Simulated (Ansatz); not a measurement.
Run report: AlP, geometry relaxation (part 2 of 2)

The same run, continued: AlP (F-43m, 2 atoms in the cell); DFT, LDA, plane waves, PAW, no spin polarisation (Ansatz 0.2.0); cutoff 420 eV, 8×8×8 k-mesh, Fermi–Dirac smearing of 0.02 eV. The structure derives from an entry of the Crystallography Open Database. The geometry comes from this level: PBE.

Geometry of the input (Å; fractional positions):
```
0.0000  2.7534  2.7534
2.7534  0.0000  2.7534
2.7534  2.7534  0.0000
Al 0.0000  0.0000  0.0000
P  0.2500  0.2500  0.2500
```

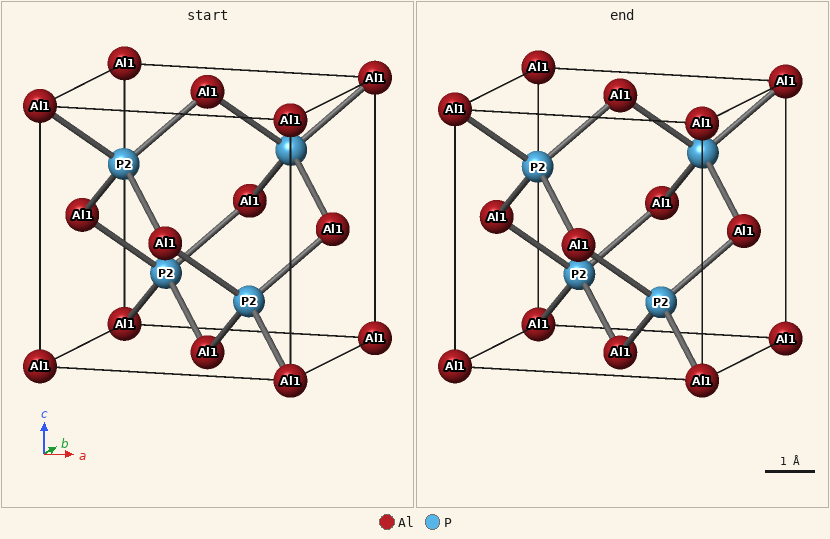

Fig. 1: Before (left) and after (right) the relaxation, at one scale (ball-and-stick view of the cell 4 times as large as that of the calculation, set on its symmetry axes, seen slightly off an axis). Over 3 geometry steps the energy falls by 8.9 meV per atom. All forces vanish by symmetry, so only the cell relaxes. The pressure goes from −3.31 to −0.01 GPa. No atom moves by more than 0.005 Å relative to the cell. Cell: a = b = c 5.507 → 5.434 Å (−1.3 %). Volume −3.9 %. Among the contacts that change: Al1–P2 2.385 → 2.353 Å. The space group stays F-43m (No. 216). A last SCF at the same geometry on a re-selected plane-wave basis shifts the energy by +0.2 meV per atom. (Atoms are counted from 1 in the order of the input.)

```
basis re-selected at this cell: Δ(F+E_penalty+E_count) = +3.765e-4 eV, ΔP = -0.014 GPa vs the last step (what re-selecting the basis moved, of the pressure what is left beyond the Pulay correction that the steps carried, after the strain that the cell walked since its last selection, with what the two solves' SCF thresholds leave and, on support functions, any second-order correction that the steps lacked; it is no measure of the basis error at this ecutwfc). This SCF's stress stands 1.46e-2 GPa from its target on what of the cell is left free (relax.cell.stress_tol is 5.00e-2 GPa) and its largest allowed force component is 6.01e-17 eV/Å (relax.f_tol is 5.00e-3 eV/Å): within both
SCF converged after 4 iterations
Free energy (F): -1240.041340 eV
Harris-Foulkes:  -1240.041340 eV  (|F-HF|=0.00e0)
Internal energy: -1240.041340 eV  (E = F + TS)
E sigma→0 (E₀):  -1240.041340 eV
Fermi energy:    5.712946 eV
--- Per-component energies (eV) ---
  E_band       = 4.069153
  E_kinetic    = 94.518375
  E_local      = -83.076684  (includes V_loc(G=0)·N_el)
  E_nonlocal   = 46.742463
  E_hartree    = 24.526667
  E_xc         = -100.917293
  E_vxc        = -90.669791  (∫ρ·V_xc dr)
  E_paw        = -983.600528  (= ΣΔE_a)
  E_vpaw       = -12.498558  (= ΣTr[D̂ρ^β])
  E_aug_tail   = -0.000001  (compensation charges beyond the density's cutoff)
  E_ewald      = -238.407406
  E_core_change = 0.173068  (= ΣΔE_core)
  E_smearing   = -0.000000  (= −TS)
  E_closure    = -0.000000  (closes the sum)
  Σ components = -1240.041340   (vs F -1240.041340, Δ=0.00e0)
--- Forces (eV/Å), atoms counted from 1 ---
  atom   1  Al     0.00000000     0.00000000    -0.00000000
  atom   2  P     -0.00000000    -0.00000000     0.00000000
  max |Σ_I F_I| component: 2.78e-17 eV/Å
--- Stress (GPa, compression-positive) ---
       -0.014613      -0.000000      -0.000000
       -0.000000      -0.014613       0.000000
       -0.000000       0.000000      -0.014613
  P = ⅓ Tr σ = -0.0146 GPa (-0.146 kbar)
--- Band table (eV; the first three rows and the last of 29) ---
  k-point 0: bands = ["-6.5870", "5.0030", "5.0030", "5.0030", "8.2301", "9.4979", "9.4979", "9.4979"]
  k-point 1: bands = ["-6.4111", "3.7514", "4.8516", "4.8516", "8.6415", "9.7843", "9.7843", "10.0308"]
  k-point 2: bands = ["-5.9148", "1.7686", "4.5527", "4.5527", "8.2404", "10.0857", "10.0857", "11.8701"]
  k-point 28: bands = ["-4.1219", "0.0098", "1.7411", "2.1082", "9.2226", "10.9114", "11.0195", "11.3038"]
--- Relaxed structure (4 steps of the walk, 4 accepted, 1 SCFs on fresh bases) ---
  F+E_penalty+E_count = -1240.04133983 eV   max|allowed force component| = 6.014e-17 eV/Å   (the final SCF, on the basis selected at the relaxed cell)
  cell:  # Å, volume = 40.1193 Å³
    - [-3.261038101053178e-33, 2.7171146421567682, 2.7171146421567682]
    - [2.7171146421567682, 2.191009974145105e-33, 2.7171146421567682]
    - [2.7171146421567682, 2.7171146421567682, 6.063492719145753e-33]
  atoms:
    - { symbol: Al, position: [-3.103912395142681e-34, 1.1497590984824293e-33, 5.814371106394033e-34] }
    - { symbol: P, position: [0.25, 0.25, 0.25] }
```

## File rho_z.tsv
```
# z_ang	rho[e/angstrom^3]
# format = ansatz-planar-average/11
# lattice	-0.000000000	2.717114642	2.717114642
# lattice	2.717114642	0.000000000	2.717114642
# lattice	2.717114642	2.717114642	0.000000000
# sites	2
# site	13	0.000000000	0.000000000	0.000000000
# site	15	1.358557321	1.358557321	1.358557321
0.000000	2.274554e-1
0.142318	2.620928e-1
0.284636	2.914171e-1
0.426953	3.106435e-1
0.569271	3.178436e-1
0.711589	3.143536e-1
0.853907	3.032420e-1
0.996225	2.879558e-1
1.138542	2.718590e-1
1.280860	2.571409e-1
1.423178	2.432835e-1
1.565496	2.275678e-1
1.707814	2.078717e-1
1.850131	1.848912e-1
1.992449	1.615901e-1
2.134767	1.409498e-1
2.277085	1.246004e-1
2.419402	1.129079e-1
2.561720	1.055046e-1
2.704038	1.017957e-1
2.846356	1.012791e-1
2.988674	1.037811e-1
3.130991	1.098520e-1
3.273309	1.208079e-1
3.415627	1.380747e-1
3.557945	1.623155e-1
3.700263	1.928589e-1
```

## File v_z.tsv
```
# z_ang	v_es[eV]	v_tot[eV]
# format = ansatz-planar-average/11
# xc	lda
# density_cutoff_ev	1680
# datasets	Al=:simpson_from_first_knot:soft:shift=-2310594	P=:simpson_from_first_knot:soft:shift=-1724147
# lattice	-0.000000000	2.717114642	2.717114642
# lattice	2.717114642	0.000000000	2.717114642
# lattice	2.717114642	2.717114642	0.000000000
# sites	2
# site	13	0.000000000	0.000000000	0.000000000
# site	15	1.358557321	1.358557321	1.358557321
0.000000	9.143868e-1	-9.765235e0
0.142318	-2.632788e-1	-1.127230e1
0.284636	-1.727473e0	-1.294821e1
0.426953	-3.201380e0	-1.452060e1
0.569271	-4.340630e0	-1.566606e1
0.711589	-4.882091e0	-1.614358e1
0.853907	-4.742837e0	-1.587510e1
0.996225	-4.019129e0	-1.493936e1
1.138542	-2.871586e0	-1.348466e1
1.280860	-1.398665e0	-1.162974e1
1.423178	3.688362e-1	-9.446605e0
1.565496	2.334914e0	-7.066610e0
1.707814	4.269656e0	-4.734274e0
1.850131	5.896361e0	-2.727293e0
1.992449	7.028140e0	-1.240195e0
2.134767	7.665809e0	-2.901106e-1
2.277085	7.937094e0	2.309462e-1
2.419402	7.917719e0	3.831983e-1
2.561720	7.614748e0	1.652714e-1
2.704038	7.017775e0	-4.383433e-1
2.846356	6.148560e0	-1.410825e0
2.988674	5.136500e0	-2.636075e0
3.130991	4.174634e0	-3.944786e0
3.273309	3.395932e0	-5.202615e0
3.415627	2.796839e0	-6.361404e0
3.557945	2.283535e0	-7.442602e0
3.700263	1.720628e0	-8.524273e0
```

## Trajectory as extended XYZ (Å, eV, eV/Å), 5 frames, from step=1 to step=5
```
2
Lattice="0.0000 2.7534 2.7534 2.7534 0.0000 2.7534 2.7534 2.7534 0.0000" Properties=species:S:1:pos:R:3:forces:R:3 step=1 energy=-1240.02385 pressure_GPa=-3.31
Al    0.0000    0.0000    0.0000    0.0000   0.0000   0.0000
P     1.3767    1.3767    1.3767    0.0000   0.0000   0.0000
2
Lattice="0.0000 2.7256 2.7256 2.7256 0.0000 2.7256 2.7256 2.7256 0.0000" Properties=species:S:1:pos:R:3:forces:R:3 step=2 energy=-1240.04063 pressure_GPa=-0.83
Al    0.0000    0.0000    0.0000    0.0000   0.0000   0.0000
P     1.3628    1.3628    1.3628    0.0000   0.0000   0.0000
2
Lattice="0.0000 2.7166 2.7166 2.7166 0.0000 2.7166 2.7166 2.7166 0.0000" Properties=species:S:1:pos:R:3:forces:R:3 step=3 energy=-1240.04172 pressure_GPa=0.05
Al    0.0000    0.0000    0.0000    0.0000   0.0000   0.0000
P     1.3583    1.3583    1.3583    0.0000   0.0000   0.0000
2
Lattice="0.0000 2.7171 2.7171 2.7171 0.0000 2.7171 2.7171 2.7171 0.0000" Properties=species:S:1:pos:R:3:forces:R:3 step=4 energy=-1240.04172 pressure_GPa=-0.00
Al    0.0000    0.0000    0.0000    0.0000   0.0000   0.0000
P     1.3586    1.3586    1.3586    0.0000   0.0000   0.0000
2
Lattice="0.0000 2.7171 2.7171 2.7171 0.0000 2.7171 2.7171 2.7171 0.0000" Properties=species:S:1:pos:R:3:forces:R:3 step=5 energy=-1240.04134 pressure_GPa=-0.01
Al    0.0000    0.0000    0.0000    0.0000   0.0000   0.0000
P     1.3586    1.3586    1.3586    0.0000   0.0000   0.0000
```

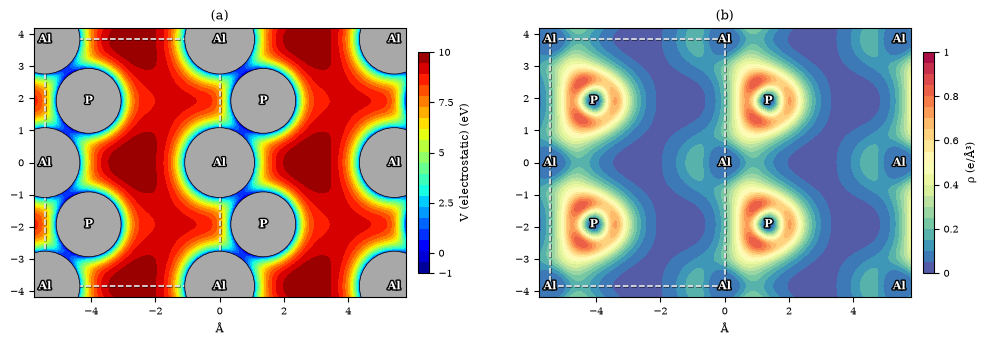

Fig. 2: (a) electrostatic potential (local pseudopotential plus Hartree) felt by an electron; (b) valence electron density on the (110) plane of the conventional cell. Grey discs, where drawn, cover atomic cores. The plane passes through Al and P nuclei. Al–P (2.35 Å): ρ at the midpoint is about 0.52 e/Å³. Away from the nuclei the density in this plane falls to 0.02 e/Å³ at its lowest. Outside the cores the potential energy rises away from the atoms and is highest about 2.3 Å from the nearest atoms; outside the discs it spans about 11 eV, and its zero is arbitrary. The fields are those of the smooth PAW valence density.

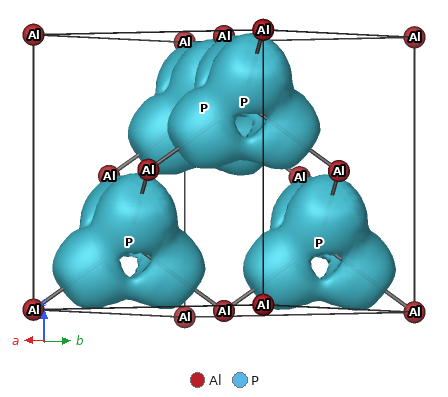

Fig. 3: Isosurface of the electron localisation function at 0.75 (cyan), seen at an oblique angle. Only the valence region is drawn (cores and ρ < 0.01 e/Å³ removed). Sticks mark near contacts. The outline is the cell set on symmetry axes. Profiles from the grid: Al–P (2.35 Å): the ELF peaks at about 0.95 between the atoms, which marks a shared electron pair.

## Key numbers

```csv
quantity,value
outcome,converged
space group (tolerance 0.01 Å),F-43m (216)
electrons treated,8
free energy,−1240.0413 eV
Fermi energy,5.713 eV
gap on the k-point mesh,1.42 eV
pressure,−0.01 GPa
final volume,40.12 Å³
largest force (length of the vector) at the end,under 0.001 eV/Å
final cell,"a = 3.843 Å, b = 3.843 Å, c = 3.843 Å, α = 60.00°, β = 60.00°, γ = 60.00°"
hardware,"2 threads of an Arm (aarch64) CPU, shared host"
wall time,4.7 s (CPU time 8.8 s)
peak memory,0.29 GiB
```
